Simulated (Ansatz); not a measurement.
System AlN (space group P6_3mc, No. 186); source of the atomic positions: coordinates from a relaxation with DFT, HSE06, plane waves, PAW in Ansatz 0.2.0.

```cif
data_structure
_symmetry_space_group_name_H-M 'P6_3mc'
_symmetry_Int_Tables_number 186
_cell_length_a 3.1050
_cell_length_b 3.1050
_cell_length_c 4.9685
_cell_angle_alpha 90.000
_cell_angle_beta 90.000
_cell_angle_gamma 120.000
_cell_volume 41.48
loop_
_atom_site_label
_atom_site_type_symbol
_atom_site_symmetry_multiplicity
_atom_site_Wyckoff_symbol
_atom_site_fract_x
_atom_site_fract_y
_atom_site_fract_z
_atom_site_occupancy
Al1 Al 2 b 0.33333 0.66667 0.99899 1
N1 N 2 b 0.33333 0.66667 0.38101 1
```

Bonds are taken as Al–N below 2.1 Å; no other contact counts. Simplification: prune 0- and 1-connected atoms, fold 2-connected ones into links.

What net does this leave?

The result is a uninodal 4-connected, three-periodic net: Al and N are 4-connected nodes. It is the lon net, known from lonsdaleite, wurtzite and tridymite. It is a single net, without interpenetration.

| node | links | point symbol | coordination sequence |
| --- | --- | --- | --- |
| Al and N | 4 | 6^6 | 4 12 25 44 |

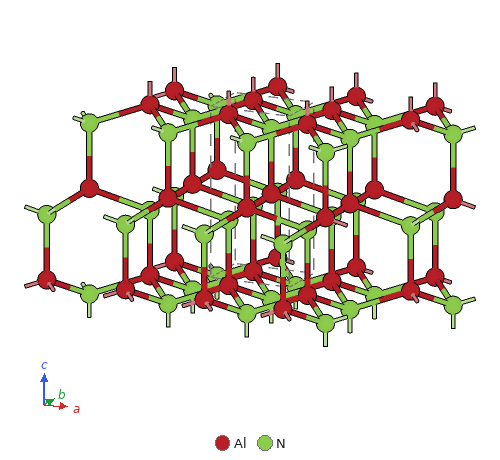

Nodes are coloured by element. Edges to nodes outside the piece are drawn as stubs.
